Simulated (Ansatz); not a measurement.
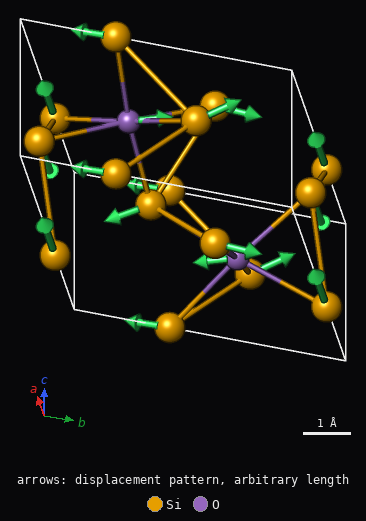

One vibrational mode of solid Si3O (a generated structure) at the zone centre. The green arrows are the displacements of the atoms (eigenvector over the root of the mass), of arbitrary overall length and sign. Style: ball-and-stick. Shown: the cell of the calculation, from a free direction.

Method: DFT PBE, scalar-relativistic, plane waves, PAW (Ansatz 0.2.0). Set-up: plane-wave cutoff 420 eV; k-point mesh 6 × 6 × 12; occupations fermi dirac; smearing width 0.15 eV; no spin polarisation.

The frequencies depend somewhat on the k-mesh and the smearing.

What mode is this, and where does it lie in the spectrum?

Answer. This is the E₂ mode (doubly degenerate; one member of the set is drawn) at 214 cm⁻¹, optical level 9 of 14, counted from below (5 lower levels are imaginary, so the structure is unstable), Raman-active by symmetry. Atoms of one kind move against one another, with no net shift of any sublattice; the kinetic energy is shared as Si 90 %, O 10 %.
